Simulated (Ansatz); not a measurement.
Geometry relaxation, with input and output: TiSi$_{8}$ (part 2 of 3)

Continued. System: TiSi$_{8}$ (slab, 9 atoms in the cell). Method: DFT PBEsol, scalar-relativistic, plane waves, PAW (Ansatz 0.2.0); cutoff 420 eV, 8×6×1 k-mesh, Gaussian smearing of 0.05 eV, collinear spins. The structure derives from an entry of the Crystallography Open Database. The run did not end well. The input holds or restrains some coordinates. Forces given for the steps count only the free coordinates. It belongs to a series of runs on one base structure; here: Ti put at a hollow Si-Si-Si site.

Geometry of the input (Å; fractional positions):
```
3.8417  0.0000  0.0000
0.0000  5.4330  0.0000
0.0000  0.0000  24.7626
Si 0.5000  0.0000  0.3433
Si 0.0000  0.2500  0.3433
Si 0.0000  0.5000  0.4208
Si 0.5000  0.7500  0.4208
Si 0.5000  0.0046  0.4985
Si 0.0000  0.2454  0.4985
Si 0.0000  0.5107  0.5708
Si 0.5000  0.7393  0.5708
Ti 0.5000  0.2536  0.6241
```

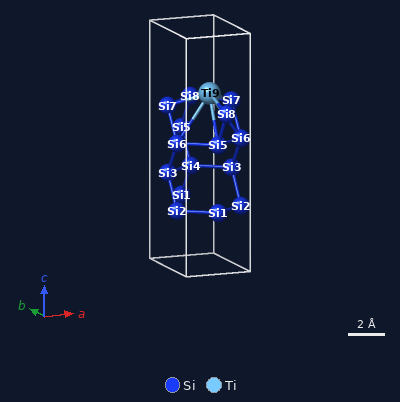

Fig. 1: The geometry at step 3 of the log (ball-and-stick view of the cell of the calculation, with the vacuum cut short, seen slightly off an axis; bonded neighbours outside the cell are drawn too; atoms are numbered from 1 in the order of the input).

**What the program printed, continued**
```
SCF iter   1: F=—  HF=-7440.642891 eV  |F-HF|=—  |Δ(HF+E_count)|=         —  Δρ=5.99e-3 (↑5.99e-3 ↓4.73e-3)  dr2=1.32e-1  dr2_m=1.08e-1  M=1.915 μB ∫|m|=2.883 μB  β_m=1.00  ethr=2.81e-4  p=0.156 e·Å  D=5.46e-2 V/Å  ΔV_dip=-1.35 eV  dr2_dipole=2.72e-3  V_vac-E_F(+/−)=3.49/4.84 eV  ⟨swp⟩=1.9  Hψ=5806  notcnv=0  defer=122
efield: sawtooth ramp at fractional position 0.9637 (handed on by an earlier solve), width 0.0400; the density the first Hamiltonian is built on has a dipole p = 0.156 e·Å; the dipole correction subtracts the counter field D = 5.46e-2 V/Å, which shifts the + side's vacuum level by -1.35 eV against the − side's; the planar-averaged density in the ramp window peaks in size at 1.0e-6 e/Å³
preconditioner: auto → LDOS  [metal: Δε(μ)=0.013 eV  Ē_g=6.338 eV  σ=0.050 eV  W_gap=0.14  n_scr=50 (ndim 8)  ℏωp=9.8 eV  f_vac=0.562  D(μ)=5.76/eV (n_scr^D=24)]
spin=Collinear: LDOS preconditioning applied to the charge; magnetization (m = ρ↑ − ρ↓) channel mixes plain (no charge-response kernel on spin).
SCF iter   2: F=—  HF=-7440.735184 eV  |F-HF|=—  |Δ(HF+E_count)|=   9.23e-2  Δρ=2.04e-3 (↑2.04e-3 ↓1.63e-3)  dr2=4.92e-2  dr2_m=1.61e-3  M=1.898 μB ∫|m|=2.819 μB  β_m=0.34  ethr=2.81e-4  p=0.155 e·Å  D=5.44e-2 V/Å  ΔV_dip=-1.35 eV  dr2_dipole=1.36e-4  V_vac-E_F(+/−)=3.50/4.85 eV  ⟨swp⟩=3.2  Hψ=2617  notcnv=0  defer=125
density mixer auto → msr1: a metal under ldos (density of states about μ 1.19 of a free-electron gas's, 50 screened modes)
SCF iter   3: F=—  HF=-7440.732135 eV  |F-HF|=—  |Δ(HF+E_count)|=   3.05e-3  Δρ=1.33e-3 (↑1.08e-3 ↓1.33e-3)  dr2=1.46e-2  dr2_m=2.05e-3  M=1.903 μB ∫|m|=2.819 μB  β_m=0.62  ethr=1.12e-4  p=0.157 e·Å  D=5.51e-2 V/Å  ΔV_dip=-1.36 eV  dr2_dipole=8.46e-5  V_vac-E_F(+/−)=3.49/4.86 eV  ⟨swp⟩=2.5  Hψ=1734  notcnv=0  defer=125
SCF iter   4: F=—  HF=-7440.737611 eV  |F-HF|=—  |Δ(HF+E_count)|=   5.48e-3  Δρ=3.03e-4 (↑3.03e-4 ↓2.43e-4)  dr2=7.52e-4  dr2_m=1.70e-4  M=1.910 μB ∫|m|=2.838 μB  β_m=0.81  ethr=3.33e-5  p=0.158 e·Å  D=5.52e-2 V/Å  ΔV_dip=-1.37 eV  dr2_dipole=4.34e-5  V_vac-E_F(+/−)=3.50/4.87 eV  ⟨swp⟩=2.4  Hψ=2298  notcnv=0  defer=125
SCF iter   5: F=—  HF=-7440.738375 eV  |F-HF|=—  |Δ(HF+E_count)|=   7.63e-4  Δρ=1.62e-4 (↑1.62e-4 ↓7.77e-5)  dr2=1.67e-4  dr2_m=4.19e-5  M=1.898 μB ∫|m|=2.827 μB  β_m=0.85  ethr=1.71e-6  p=0.157 e·Å  D=5.49e-2 V/Å  ΔV_dip=-1.36 eV  dr2_dipole=9.71e-6  V_vac-E_F(+/−)=3.51/4.87 eV  ⟨swp⟩=2.3  Hψ=2280  notcnv=0  defer=125
SCF iter   6: F=—  HF=-7440.738472 eV  |F-HF|=—  |Δ(HF+E_count)|=   9.66e-5  Δρ=1.28e-4 (↑1.28e-4 ↓6.26e-5)  dr2=5.10e-4  dr2_m=2.87e-5  M=1.889 μB ∫|m|=2.817 μB  β_m=0.93  ethr=3.79e-7  p=0.157 e·Å  D=5.50e-2 V/Å  ΔV_dip=-1.36 eV  dr2_dipole=2.32e-4  V_vac-E_F(+/−)=3.51/4.87 eV  ⟨swp⟩=2.0  Hψ=2127  notcnv=0  defer=125
SCF iter   7: F=—  HF=-7440.738523 eV  |F-HF|=—  |Δ(HF+E_count)|=   5.19e-5  Δρ=8.40e-5 (↑8.40e-5 ↓5.66e-5)  dr2=2.98e-4  dr2_m=1.42e-5  M=1.883 μB ∫|m|=2.810 μB  β_m=0.96  ethr=3.79e-7  p=0.158 e·Å  D=5.53e-2 V/Å  ΔV_dip=-1.37 eV  dr2_dipole=1.37e-4  V_vac-E_F(+/−)=3.51/4.87 eV  ⟨swp⟩=1.9  Hψ=1435  notcnv=0  defer=125
SCF iter   8: F=—  HF=-7440.738667 eV  |F-HF|=—  |Δ(HF+E_count)|=   1.44e-4  Δρ=4.40e-5 (↑4.40e-5 ↓4.05e-5)  dr2=2.91e-5  dr2_m=6.01e-6  M=1.860 μB ∫|m|=2.785 μB  β_m=0.98  ethr=3.79e-7  p=0.160 e·Å  D=5.60e-2 V/Å  ΔV_dip=-1.39 eV  dr2_dipole=4.14e-6  V_vac-E_F(+/−)=3.49/4.88 eV  ⟨swp⟩=2.5  Hψ=2157  notcnv=0  defer=125
iter 9 did not close the SCF: its close was put off for a magnetic moment that had not settled (scf_convergence_deferred on its scf_iter line)
SCF iter   9: F=-7440.738723 eV  HF=-7440.738724 eV  |F-HF|=1.73e-6  |Δ(HF+E_count)|=   5.71e-5  Δρ=4.25e-5 (↑4.25e-5 ↓3.87e-5)  dr2=1.63e-5  dr2_m=6.04e-6  M=1.849 μB ∫|m|=2.771 μB  β_m=0.99  ethr=6.62e-8  p=0.161 e·Å  D=5.62e-2 V/Å  ΔV_dip=-1.39 eV  dr2_dipole=3.96e-6  V_vac-E_F(+/−)=3.49/4.88 eV  ⟨swp⟩=16.5  Hψ=7150  notcnv=0
iter 10 did not close the SCF: its close was put off for a magnetic moment that had not settled (scf_convergence_deferred on its scf_iter line)
SCF iter  10: F=-7440.738797 eV  HF=-7440.738806 eV  |F-HF|=8.81e-6  |Δ(HF+E_count)|=   8.14e-5  Δρ=3.70e-5 (↑3.49e-5 ↓3.70e-5)  dr2=2.20e-5  dr2_m=4.89e-6  M=1.833 μB ∫|m|=2.752 μB  β_m=1.00  ethr=3.69e-8  p=0.161 e·Å  D=5.64e-2 V/Å  ΔV_dip=-1.40 eV  dr2_dipole=3.14e-6  V_vac-E_F(+/−)=3.49/4.88 eV  ⟨swp⟩=5.8  Hψ=6478  notcnv=0
iter 11 did not close the SCF: its close was put off for a magnetic moment that had not settled (scf_convergence_deferred on its scf_iter line)
SCF iter  11: F=-7440.738869 eV  HF=-7440.738877 eV  |F-HF|=8.35e-6  |Δ(HF+E_count)|=   7.17e-5  Δρ=3.31e-5 (↑3.31e-5 ↓2.75e-5)  dr2=1.67e-5  dr2_m=3.30e-6  M=1.819 μB ∫|m|=2.733 μB  β_m=0.32  ethr=3.69e-8  p=0.161 e·Å  D=5.64e-2 V/Å  ΔV_dip=-1.40 eV  dr2_dipole=3.09e-6  V_vac-E_F(+/−)=3.49/4.89 eV  ⟨swp⟩=5.8  Hψ=6439  notcnv=0
SCF iter  12: F=-7440.738918 eV  HF=-7440.738915 eV  |F-HF|=3.82e-6  |Δ(HF+E_count)|=   3.71e-5  Δρ=2.45e-5 (↑2.45e-5 ↓2.19e-5)  dr2=4.03e-6  dr2_m=2.11e-6  M=1.810 μB ∫|m|=2.721 μB  ethr=3.69e-8  p=0.161 e·Å  D=5.65e-2 V/Å  ΔV_dip=-1.40 eV  dr2_dipole=1.06e-7  V_vac-E_F(+/−)=3.49/4.89 eV  ⟨swp⟩=5.2  Hψ=5921  notcnv=0
SCF 2 converged in 12 iterations: F = -7440.738918 eV  dr2 = 4.03e-6
relax step   2: F+E_penalty+E_count = -7440.73891841 eV  Δ(F+E_penalty+E_count) = -5.360e-1 eV  max|allowed force component| = 1.218e0 eV/Å  Δτ_max = 0.1948 Å  (12 SCF iters, dr2 threshold 1.00e-4 eV, accepted)
SCF iter   1: F=—  HF=-7441.011450 eV  |F-HF|=—  |Δ(HF+E_count)|=         —  Δρ=5.85e-3 (↑5.85e-3 ↓5.29e-3)  dr2=1.92e-1  dr2_m=1.23e-1  M=1.596 μB ∫|m|=2.355 μB  β_m=1.00  ethr=2.73e-3  p=0.161 e·Å  D=5.65e-2 V/Å  ΔV_dip=-1.40 eV  dr2_dipole=3.88e-2  V_vac-E_F(+/−)=3.48/4.88 eV  ⟨swp⟩=4.5  Hψ=4004  notcnv=0  defer=76
efield: sawtooth ramp at fractional position 0.9637 (handed on by an earlier solve), width 0.0400; the density the first Hamiltonian is built on has a dipole p = 0.161 e·Å; the dipole correction subtracts the counter field D = 5.65e-2 V/Å, which shifts the + side's vacuum level by -1.40 eV against the − side's; the planar-averaged density in the ramp window peaks in size at 1.0e-6 e/Å³
preconditioner: auto → LDOS  [metal: Δε(μ)=0.008 eV  Ē_g=6.359 eV  σ=0.050 eV  W_gap=0.09  n_scr=50 (ndim 8)  ℏωp=9.8 eV  f_vac=0.569  D(μ)=5.98/eV (n_scr^D=24)]
spin=Collinear: LDOS preconditioning applied to the charge; magnetization (m = ρ↑ − ρ↓) channel mixes plain (no charge-response kernel on spin).
SCF iter   2: F=—  HF=-7441.095660 eV  |F-HF|=—  |Δ(HF+E_count)|=   8.42e-2  Δρ=1.98e-3 (↑1.98e-3 ↓1.58e-3)  dr2=8.44e-2  dr2_m=3.10e-3  M=1.539 μB ∫|m|=2.202 μB  β_m=0.34  ethr=4.36e-4  p=0.166 e·Å  D=5.79e-2 V/Å  ΔV_dip=-1.43 eV  dr2_dipole=1.83e-2  V_vac-E_F(+/−)=3.47/4.91 eV  ⟨swp⟩=2.8  Hψ=2837  notcnv=0  defer=122
density mixer auto → msr1: a metal under ldos (density of states about μ 1.24 of a free-electron gas's, 50 screened modes)
SCF iter   3: F=—  HF=-7441.082637 eV  |F-HF|=—  |Δ(HF+E_count)|=   1.30e-2  Δρ=1.53e-3 (↑1.30e-3 ↓1.53e-3)  dr2=2.82e-2  dr2_m=5.66e-3  M=1.560 μB ∫|m|=2.180 μB  β_m=0.62  ethr=1.92e-4  p=0.171 e·Å  D=5.98e-2 V/Å  ΔV_dip=-1.48 eV  dr2_dipole=8.36e-3  V_vac-E_F(+/−)=3.45/4.94 eV  ⟨swp⟩=2.5  Hψ=1642  notcnv=0  defer=122
SCF iter   4: F=—  HF=-7441.091033 eV  |F-HF|=—  |Δ(HF+E_count)|=   8.40e-3  Δρ=4.86e-4 (↑4.86e-4 ↓3.53e-4)  dr2=1.57e-3  dr2_m=6.66e-4  M=1.614 μB ∫|m|=2.232 μB  β_m=0.78  ethr=6.40e-5  p=0.178 e·Å  D=6.24e-2 V/Å  ΔV_dip=-1.54 eV  dr2_dipole=4.14e-4  V_vac-E_F(+/−)=3.43/4.98 eV  ⟨swp⟩=2.3  Hψ=2286  notcnv=0  defer=122
SCF iter   5: F=—  HF=-7441.092136 eV  |F-HF|=—  |Δ(HF+E_count)|=   1.10e-3  Δρ=3.29e-4 (↑3.29e-4 ↓2.26e-4)  dr2=2.68e-4  dr2_m=2.88e-4  M=1.601 μB ∫|m|=2.209 μB  β_m=0.89  ethr=3.57e-6  p=0.177 e·Å  D=6.18e-2 V/Å  ΔV_dip=-1.53 eV  dr2_dipole=1.02e-11  V_vac-E_F(+/−)=3.45/4.98 eV  ⟨swp⟩=2.2  Hψ=2053  notcnv=0  defer=122
SCF iter   6: F=—  HF=-7441.093637 eV  |F-HF|=—  |Δ(HF+E_count)|=   1.50e-3  Δρ=2.08e-4 (↑2.08e-4 ↓1.98e-4)  dr2=3.24e-4  dr2_m=1.59e-4  M=1.576 μB ∫|m|=2.157 μB  β_m=0.94  ethr=6.09e-7  p=0.176 e·Å  D=6.17e-2 V/Å  ΔV_dip=-1.53 eV  dr2_dipole=7.10e-5  V_vac-E_F(+/−)=3.46/4.99 eV  ⟨swp⟩=3.2  Hψ=2511  notcnv=0  defer=122
SCF iter   7: F=—  HF=-7441.094478 eV  |F-HF|=—  |Δ(HF+E_count)|=   8.41e-4  Δρ=1.60e-4 (↑1.43e-4 ↓1.60e-4)  dr2=4.01e-4  dr2_m=8.39e-5  M=1.560 μB ∫|m|=2.116 μB  β_m=0.92  ethr=6.09e-7  p=0.177 e·Å  D=6.21e-2 V/Å  ΔV_dip=-1.54 eV  dr2_dipole=9.74e-5  V_vac-E_F(+/−)=3.46/5.00 eV  ⟨swp⟩=3.2  Hψ=2540  notcnv=0  defer=122
SCF iter   8: F=—  HF=-7441.095181 eV  |F-HF|=—  |Δ(HF+E_count)|=   7.02e-4  Δρ=1.04e-4 (↑1.04e-4 ↓9.95e-5)  dr2=3.57e-5  dr2_m=4.30e-5  M=1.544 μB ∫|m|=2.099 μB  β_m=0.96  ethr=6.09e-7  p=0.179 e·Å  D=6.27e-2 V/Å  ΔV_dip=-1.55 eV  dr2_dipole=3.88e-7  V_vac-E_F(+/−)=3.46/5.01 eV  ⟨swp⟩=3.1  Hψ=2656  notcnv=0  defer=122
SCF iter   9: F=—  HF=-7441.095362 eV  |F-HF|=—  |Δ(HF+E_count)|=   1.82e-4  Δρ=8.66e-5 (↑8.22e-5 ↓8.66e-5)  dr2=2.75e-5  dr2_m=3.08e-5  M=1.544 μB ∫|m|=2.099 μB  β_m=0.98  ethr=8.10e-8  p=0.179 e·Å  D=6.27e-2 V/Å  ΔV_dip=-1.55 eV  dr2_dipole=5.47e-6  V_vac-E_F(+/−)=3.46/5.01 eV  ⟨swp⟩=3.3  Hψ=2692  notcnv=0  defer=122
SCF iter  10: F=—  HF=-7441.095589 eV  |F-HF|=—  |Δ(HF+E_count)|=   2.27e-4  Δρ=5.49e-5 (↑5.49e-5 ↓5.37e-5)  dr2=1.43e-5  dr2_m=1.23e-5  M=1.543 μB ∫|m|=2.100 μB  β_m=0.40  ethr=6.25e-8  p=0.179 e·Å  D=6.27e-2 V/Å  ΔV_dip=-1.55 eV  dr2_dipole=7.91e-8  V_vac-E_F(+/−)=3.46/5.01 eV  ⟨swp⟩=15.1  Hψ=8382  notcnv=0
SCF iter  11: F=—  HF=-7441.095788 eV  |F-HF|=—  |Δ(HF+E_count)|=   1.99e-4  Δρ=6.54e-5 (↑6.54e-5 ↓4.39e-5)  dr2=1.35e-4  dr2_m=9.98e-6  M=1.548 μB ∫|m|=2.097 μB  β_m=0.64  ethr=3.25e-8  p=0.178 e·Å  D=6.24e-2 V/Å  ΔV_dip=-1.55 eV  dr2_dipole=3.73e-5  V_vac-E_F(+/−)=3.46/5.01 eV  ⟨swp⟩=4.0  Hψ=2936  notcnv=0
SCF iter  12: F=—  HF=-7441.096038 eV  |F-HF|=—  |Δ(HF+E_count)|=   2.50e-4  Δρ=5.79e-5 (↑5.79e-5 ↓3.98e-5)  dr2=1.37e-4  dr2_m=8.18e-6  M=1.565 μB ∫|m|=2.104 μB  β_m=0.39  ethr=3.25e-8  p=0.178 e·Å  D=6.22e-2 V/Å  ΔV_dip=-1.54 eV  dr2_dipole=5.85e-5  V_vac-E_F(+/−)=3.47/5.01 eV  ⟨swp⟩=4.2  Hψ=3453  notcnv=0  recentre
iter 13 did not close the SCF: its close was put off for a magnetic moment that had not settled (scf_convergence_deferred on its scf_iter line)
SCF iter  13: F=-7441.095915 eV  HF=-7441.095961 eV  |F-HF|=4.62e-5  |Δ(HF+E_count)|=   7.62e-5  Δρ=4.66e-5 (↑4.66e-5 ↓3.24e-5)  dr2=4.63e-5  dr2_m=6.15e-6  M=1.560 μB ∫|m|=2.096 μB  β_m=0.97  ethr=3.25e-8  p=0.178 e·Å  D=6.22e-2 V/Å  ΔV_dip=-1.54 eV  dr2_dipole=1.48e-5  V_vac-E_F(+/−)=3.47/5.01 eV  ⟨swp⟩=8.6  Hψ=6974  notcnv=0
SCF iter  14: F=—  HF=-7441.096170 eV  |F-HF|=—  |Δ(HF+E_count)|=   2.09e-4  Δρ=9.73e-5 (↑9.73e-5 ↓4.23e-5)  dr2=4.81e-4  dr2_m=1.40e-5  M=1.587 μB ∫|m|=2.141 μB  β_m=0.66  ethr=3.25e-8  p=0.177 e·Å  D=6.19e-2 V/Å  ΔV_dip=-1.53 eV  dr2_dipole=1.86e-4  V_vac-E_F(+/−)=3.47/5.00 eV  ⟨swp⟩=4.2  Hψ=3492  notcnv=0  recentre
iter 15 did not close the SCF: its close was put off for a magnetic moment that had not settled (scf_convergence_deferred on its scf_iter line)
SCF iter  15: F=-7441.096120 eV  HF=-7441.096133 eV  |F-HF|=1.36e-5  |Δ(HF+E_count)|=   3.70e-5  Δρ=2.48e-5 (↑2.48e-5 ↓2.48e-5)  dr2=1.49e-5  dr2_m=2.38e-6  M=1.582 μB ∫|m|=2.115 μB  β_m=0.99  ethr=3.25e-8  p=0.177 e·Å  D=6.20e-2 V/Å  ΔV_dip=-1.53 eV  dr2_dipole=5.15e-6  V_vac-E_F(+/−)=3.47/5.00 eV  ⟨swp⟩=7.2  Hψ=6908  notcnv=0
SCF iter  16: F=—  HF=-7441.096220 eV  |F-HF|=—  |Δ(HF+E_count)|=   8.71e-5  Δρ=5.66e-5 (↑5.66e-5 ↓1.96e-5)  dr2=1.99e-4  dr2_m=4.29e-6  M=1.617 μB ∫|m|=2.191 μB  β_m=1.00  ethr=3.25e-8  p=0.176 e·Å  D=6.16e-2 V/Å  ΔV_dip=-1.53 eV  dr2_dipole=8.05e-5  V_vac-E_F(+/−)=3.46/4.99 eV  ⟨swp⟩=4.2  Hψ=3494  notcnv=0  recentre
SCF iter  17: F=-7441.096164 eV  HF=-7441.096222 eV  |F-HF|=5.85e-5  |Δ(HF+E_count)|=   1.98e-6  Δρ=3.08e-5 (↑3.08e-5 ↓8.58e-6)  dr2=4.36e-5  dr2_m=1.07e-6  M=1.615 μB ∫|m|=2.179 μB  ethr=3.25e-8  p=0.176 e·Å  D=6.16e-2 V/Å  ΔV_dip=-1.53 eV  dr2_dipole=1.67e-5  V_vac-E_F(+/−)=3.47/4.99 eV  ⟨swp⟩=8.4  Hψ=6185  notcnv=0
SCF 3 converged in 17 iterations: F = -7441.096164 eV  dr2 = 4.36e-5
relax step   3: F+E_penalty+E_count = -7441.09616367 eV  Δ(F+E_penalty+E_count) = -3.572e-1 eV  max|allowed force component| = 1.051e0 eV/Å  Δτ_max = 0.1950 Å  (17 SCF iters, dr2 threshold 9.28e-5 eV, accepted)
iter 1 solved again at ethr=3.49e-4 eV; its pass at ethr=3.10e-3 eV (dr2=1.54e-1 eV) is discarded
```
